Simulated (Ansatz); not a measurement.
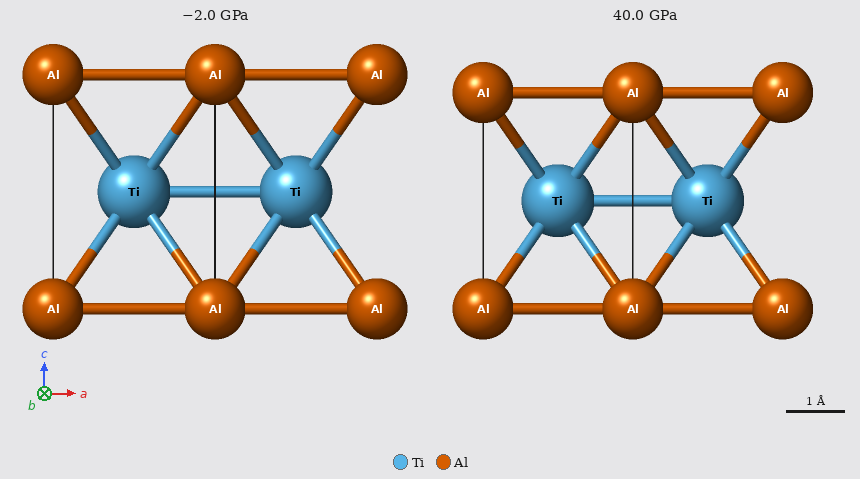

Solid TiAl (set up in P4/mmm), relaxed (cell and atoms) at several target pressures. The picture shows the first and the last member. The picture is a ball-and-stick view of the cell of the calculation, repeated 2 × 1 × 1 with one cell outlined, seen along the b axis.

Computed with Ansatz 0.2.0: DFT r2SCAN, scalar-relativistic, plane waves, PAW. Set-up: plane-wave cutoff 500 eV; k-point mesh 14 × 14 × 10 at −2.0 to 20.0, 16 × 16 × 12 at 40.0 GPa; occupations gaussian; smearing width 0.1 eV; no spin polarisation; cell and atoms relaxed; force threshold 0.008 eV/Å.

```tsv
pressure (GPa)	volume (Å³/atom)	a (Å)	c (Å)
−2.0	16.332	2.826	4.090
0.0	16.050	2.810	4.066
2.0	15.800	2.795	4.044
5.0	15.456	2.775	4.014
10.0	?	?	?
20.0	14.110	2.692	3.894
40.0	12.897	2.613	3.776
```

Q: Estimate the missing row from the others, and compare with the calculation.

A: Murnaghan's form V = V₀(1 + B′P/B₀)^(−1/B′), with V₀ = 16.050 Å³ from the row at zero pressure, fits the other rows with B₀ = 124 GPa and B′ = 3.38 (largest miss 0.014 Å³). At 10.0 GPa it gives 16.050 × (1 + 3.38 × 10.0/124)^(−1/3.38) = 14.945 Å³ per atom. The calculation gives 14.941 Å³/atom (a = 2.744 Å, c = 3.969 Å). The estimate is 0.004 Å³/atom too high. From the first member to the last: Al–Ti 2.859 → 2.642 Å, Ti–Ti 2.826 → 2.613 Å, Al–Al 2.826 → 2.613 Å.

The whole series:

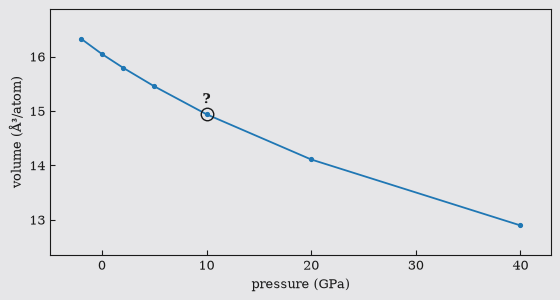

Each member starts from this one structure; whether another phase lies lower wasn't checked.
